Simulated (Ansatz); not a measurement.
# Ti: geometry relaxation

- system: Ti (2 atoms in the cell)
- method: DFT r2SCAN, scalar-relativistic, plane waves, PAW, no spin polarisation (Ansatz 0.2.0)

It belongs to a series of runs on one base structure; here: volume 17.313 Å³/atom. Figures and captions count atoms from 1; the log counts them from 0 in places.

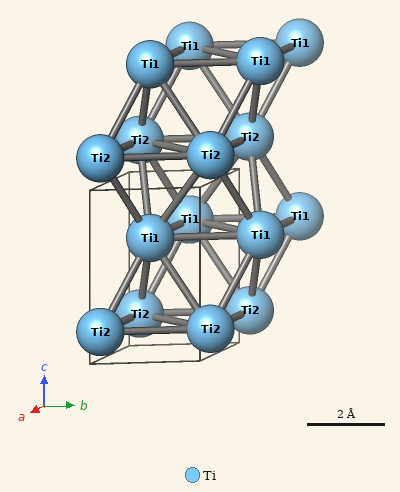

The input geometry (ball-and-stick view of the cell of the calculation, repeated 2 × 2 × 2, seen slightly off an axis; atoms are numbered from 1 in the order of the input). Near neighbours in the crystal (not all of them lie inside the picture): Ti has 12 Ti at 2.87 to 2.93 Å.

## Summary

| quantity | value |
| --- | --- |
| outcome | converged |
| space group (tolerance 0.01 Å) | P6₃/mmc (194) |
| electrons treated | 24 |
| free energy | −5008.7406 eV |
| Fermi energy | 13.466 eV |
| pressure | 0.00 GPa |
| final volume | 34.63 Å³ |
| largest force (length of the vector) at the end | under 0.001 eV/Å |
| final cell | a = 2.935 Å, b = 2.935 Å, c = 4.642 Å, α = 90.00°, β = 90.00°, γ = 120.00° |
| hardware | 2 threads of an x86-64 CPU, shared host |
| wall time | 10 s (CPU time 20 s) |
| peak memory | 0.57 GiB |

## Input
```yaml
crystal:
  lattice:
    - [2.9349940135, 0.0, 0.0]
    - [-1.4674970068, 2.5417793757, 0.0]
    - [0.0, 0.0, 4.6415898609]
  atoms:
    - { symbol: Ti, position: [0.3333333333, 0.6666666667, 0.75] }
    - { symbol: Ti, position: [0.6666666667, 0.3333333333, 0.25] }
basis:
  ecutwfc: 500
  ecutrho_ratio: 4
kpoints:
  mp_grid: { grid: [16, 16, 10] }
hamiltonian:
  xc: r2scan
scf:
  occupations: { method: gaussian, width: 0.05 }
output:
  forces: true
  stress: true
  eigenvalues: true
relax:
  f_tol: 0.01
  max_steps: 40
  cell: { stress_tol: 0.1, fix: [volume] }
```

## Log
```
Engine: ansatz 0.2.0, x86_64-unknown-linux-gnu
Pseudopotentials: kind: paw
Pseudopotential: Ti, paw, valence charge 12, recommended cutoff 500 eV (meta_gga), Ti.paw.azcp
Functional definition: r2SCAN
  parameter k0 = 0.174
  parameter k1 = 0.065
  parameter a1 = 4.9479
  exchange = r2scan_x(k0 = k0, k1 = k1, a1 = a1)
  correlation = r2scan_c
Crystal: 2 atoms, lattice volume = 34.627 Å³
Basis set: ecut = 500 eV, 881 PW (Γ), exchange–correlation on 96×96×144 points (64 copies of the dense FFT grid, shifted against one another)
Bands: 16, of which v1, the nominal top of the filled ones, is band 12 counted from 1 (11 counted from 0)
Symmetry: 24 space group operations
Space group: P63/mmc (ITA 194), of the structure as read, at distance tolerance 3.3e-5 Å
k-points: 180 of 2560
Non-local potential: Ti, projectors of the file, l = 0: 3, l = 1: 2, l = 2: 3, l = 3: 1
PAW form: soft (Blöchl's): semilocal exchange-correlation on the pseudo side does not see the compensation charge
PAW frozen core: Ti, regenerated for the run's functional (the file was generated under x = pbe(κ = 0.804, μ = 0.2195149727645171), c = pbe(β = 0.06672455060314922))
PAW one-centre angular grid: Ti, 590 points (default); XC on 160 Gauss nodes
Initial density: superposition of atomic densities (neutral atoms: chi_scale 0, normalization atom), corrected by the library's trained network
Initial wavefunctions: pseudopotential atomic-orbital guess
Functional: x = r2scan, c = r2scan; τ floored in thin density (d = 2e-4 eV/Å³)
SCF iter   1: F=—  HF=-5008.696577 eV  |F-HF|=—  |Δ(HF+E_count)|=         —  Δρ=1.69e-2  dr2=8.81e-2  dr2_τ=1.57e-2  ethr=1.77e-3  ⟨swp⟩=4.2  Hψ=11903  notcnv=0
preconditioner: auto → none  [metal: Δε(μ)=0.038 eV  Ē_g=3.157 eV  σ=0.050 eV  W_gap=0.39  n_scr=8 (ndim 8)  ℏωp=17.8 eV  f_vac=0.000  D(μ)=1.54/eV (n_scr^D=22)  sad-step TF]
SCF iter   2: F=—  HF=-5008.739721 eV  |F-HF|=—  |Δ(HF+E_count)|=   4.31e-2  Δρ=6.00e-3  dr2=1.08e-2  dr2_τ=8.26e-4  ethr=3.67e-4  ⟨swp⟩=2.9  Hψ=6844  notcnv=0  defer=21
SCF iter   3: F=—  HF=-5008.739951 eV  |F-HF|=—  |Δ(HF+E_count)|=   2.30e-4  Δρ=1.62e-3  dr2=3.75e-4  dr2_τ=1.03e-4  ethr=4.52e-5  ⟨swp⟩=3.0  Hψ=5515  notcnv=0  defer=21
SCF iter   4: F=—  HF=-5008.740537 eV  |F-HF|=—  |Δ(HF+E_count)|=   5.86e-4  Δρ=3.57e-4  dr2=1.72e-5  dr2_τ=2.18e-6  ethr=1.56e-6  ⟨swp⟩=2.0  Hψ=5271  notcnv=0  defer=21
SCF iter   5: F=—  HF=-5008.740568 eV  |F-HF|=—  |Δ(HF+E_count)|=   3.11e-5  Δρ=1.82e-5  dr2=5.46e-8  dr2_τ=6.88e-9  ethr=7.18e-8  ⟨swp⟩=2.0  Hψ=4653  notcnv=0  defer=21
SCF iter   6: F=-5008.740568 eV  HF=-5008.740568 eV  |F-HF|=1.15e-9  |Δ(HF+E_count)|=   1.70e-8  Δρ=3.58e-6  dr2=2.86e-9  dr2_τ=1.52e-10  ethr=2.27e-10  ⟨swp⟩=2.4  Hψ=10426  notcnv=0
SCF 1 converged in 6 iterations: F = -5008.740568 eV  dr2 = 2.86e-9
  greatest PAW one-centre occupation: 1.000 electrons in one spin orbital (limit 2), on the Ti atom at site 1 (counted from 0), in its partial waves of l = 1
relax step   1: F+E_penalty+E_count = -5008.74056771 eV  Δ(F+E_penalty+E_count) = +0.000e0 eV  max|allowed force component| = 1.480e-16 eV/Å  Δτ_max = 0.0000 Å  P = +0.000 GPa  Ω = 34.627 Å³  fix = [volume]  reactions: volume +0.000 GPa  (6 SCF iters, dr2 threshold 1.00e-7 eV, accepted)
Initial density: handed on by an earlier stage of this run
Initial wavefunctions: pseudopotential atomic-orbital guess (no wavefunctions were taken with the density)
iter 1 solved again at ethr=4.52e-10 eV; its pass at ethr=3.10e-3 eV (dr2=1.09e-7 eV) is discarded
SCF iter   1: F=—  HF=-5008.740568 eV  |F-HF|=—  |Δ(HF+E_count)|=         —  Δρ=3.58e-6  dr2=2.85e-9  dr2_τ=1.52e-10  ethr=4.52e-10  ⟨swp⟩=3.0  Hψ=20743  notcnv=0
preconditioner: auto → none  [metal: Δε(μ)=0.012 eV  Ē_g=3.066 eV  σ=0.050 eV  W_gap=0.14  n_scr=8 (ndim 8)  ℏωp=17.8 eV  f_vac=0.000  D(μ)=1.89/eV (n_scr^D=22)]
SCF iter   2: F=—  HF=-5008.740568 eV  |F-HF|=—  |Δ(HF+E_count)|=  8.00e-11  Δρ=9.07e-7  dr2=1.75e-10  dr2_τ=5.65e-11  ethr=1.19e-11  ⟨swp⟩=2.2  Hψ=4554  notcnv=0
SCF iter   3: F=-5008.740568 eV  HF=-5008.740568 eV  |F-HF|=4.91e-11  |Δ(HF+E_count)|=  1.22e-10  Δρ=4.86e-7  dr2=3.46e-11  dr2_τ=7.05e-12  ethr=1.00e-12  ⟨swp⟩=3.8  Hψ=8227  notcnv=0
SCF 2 converged in 3 iterations: F = -5008.740568 eV  dr2 = 3.46e-11
relax step   2: F+E_penalty+E_count = -5008.74056771 eV  Δ(F+E_penalty+E_count) = -1.205e-9 eV  max|allowed force component| = 2.035e-16 eV/Å  Δτ_max = 0.0000 Å  P = +0.000 GPa  Ω = 34.627 Å³  fix = [volume]  reactions: volume +0.000 GPa  stress off target by 3.26e-2 GPa on what of the cell is left free  SCF on the basis re-selected at this cell (its energy is not comparable with the rows above)  (3 SCF iters)
```

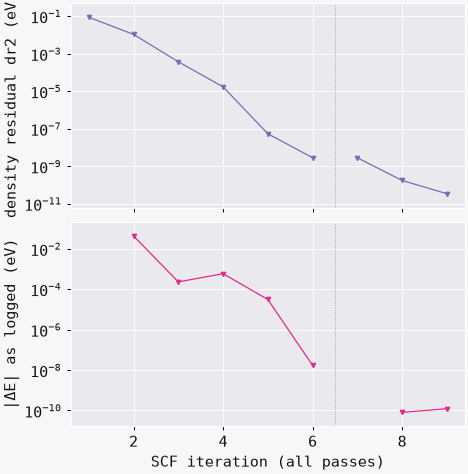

Convergence of the self-consistent field: density residual dr2 and size of the energy change against the SCF iteration. The dotted lines part the SCF passes of the relaxation: geometry steps, rejected trials and re-solves on a re-selected basis. The passes take 6 and 3 iterations.

```
basis re-selected at this cell: Δ(F+E_penalty+E_count) = -1.205e-9 eV, ΔP = +0.000 GPa vs the last step (what re-selecting the basis moved, of the pressure what is left beyond the Pulay correction that the steps carried, after the strain that the cell walked since its last selection, with what the two solves' SCF thresholds leave and, on support functions, any second-order correction that the steps lacked; it is no measure of the basis error at this ecutwfc). This SCF's stress stands 3.26e-2 GPa from its target on what of the cell is left free (relax.cell.stress_tol is 1.00e-1 GPa) and its largest allowed force component is 2.04e-16 eV/Å (relax.f_tol is 1.00e-2 eV/Å): within both
SCF converged after 3 iterations
Free energy (F): -5008.740568 eV
Harris-Foulkes:  -5008.740568 eV  (|F-HF|=4.91e-11)
Internal energy: -5008.738203 eV  (E = F + TS)
E sigma→0 (E₀):  -5008.739385 eV
Entropy (-TS):   -0.002365 eV (-1.182 meV/atom)
Fermi energy:    13.465576 eV
--- Per-component energies (eV) ---
  E_band       = -340.339255
  E_kinetic    = 544.792246
  E_local      = -1615.275328  (includes V_loc(G=0)·N_el)
  E_nonlocal   = 14.437968
  E_hartree    = 661.449400
  E_xc         = -185.713180
  E_vxc        = -265.426727  (∫ρ·V_xc dr)
  E_paw        = -2113.321522  (= ΣΔE_a)
  E_vpaw       = -360.008202  (= ΣTr[D̂ρ^β])
  E_aug_tail   = 0.000171  (compensation charges beyond the density's cutoff)
  E_vtau       = 18.241653  (kinetic-family band-sum trace: ∫τ·v_τ [+ j·A + Jᵃ·Aᵃ] dr)
  E_ewald      = -2314.601043
  E_core_change = -0.506914  (= ΣΔE_core)
  E_smearing   = -0.002365  (= −TS)
  E_closure    = -0.000000  (closes the sum)
  Σ components = -5008.740568   (vs F -5008.740568, Δ=0.00e0)
--- Forces (eV/Å), atoms counted from 1 ---
  atom   1  Ti     0.00000000    -0.00000000    -0.00000000
  atom   2  Ti    -0.00000000    -0.00000000     0.00000000
  max |Σ_I F_I| component: 1.11e-16 eV/Å
--- Stress (GPa, compression-positive) ---
       -0.015980      -0.000000       0.000000
        0.000000      -0.015980       0.000000
        0.000000       0.000000       0.032968
  P = ⅓ Tr σ = 0.0003 GPa (0.003 kbar)
--- Band table (eV; the first three rows and the last of 180) ---
  k-point 0: bands = ["-45.7948", "-45.6492", "-21.3455", "-20.6771", "-20.6771", "-20.6009", "-20.5728", "-20.5728", "6.8133", "10.5936", "14.0543", "14.3224", "14.3224", "14.4424", "14.8568", "14.8568"]
  k-point 1: bands = ["-45.7913", "-45.6528", "-21.3280", "-20.6745", "-20.6745", "-20.6199", "-20.5754", "-20.5754", "6.9025", "10.5437", "13.9153", "14.2812", "14.2812", "14.3903", "14.8077", "14.8077"]
  k-point 2: bands = ["-45.7811", "-45.6633", "-21.2771", "-20.6749", "-20.6672", "-20.6672", "-20.5829", "-20.5829", "7.1650", "10.3611", "13.6224", "14.2055", "14.2055", "14.2419", "14.6801", "14.6801"]
  k-point 179: bands = ["-45.6377", "-45.6377", "-21.1575", "-21.1575", "-20.9503", "-20.9503", "-20.7022", "-20.7022", "11.9629", "11.9629", "12.5169", "12.5169", "13.1167", "13.1167", "15.3054", "15.3054"]
--- Relaxed structure (1 steps of the walk, 1 accepted, 1 SCFs on fresh bases) ---
  F+E_penalty+E_count = -5008.74056771 eV   max|allowed force component| = 2.035e-16 eV/Å   (the final SCF, on the basis selected at the relaxed cell)
  cell:  # Å, volume = 34.6268 Å³
    - [2.9349940135310337, 2.8867430588392865e-11, 0.0]
    - [-1.467497006790517, 2.54177937565869, 0.0]
    - [0.0, 0.0, 4.6415898609]
  atoms:
    - { symbol: Ti, position: [0.33333333333333337, 0.6666666666666667, 0.7500000000000001] }
    - { symbol: Ti, position: [0.6666666666666666, 0.33333333333333337, 0.25] }
```
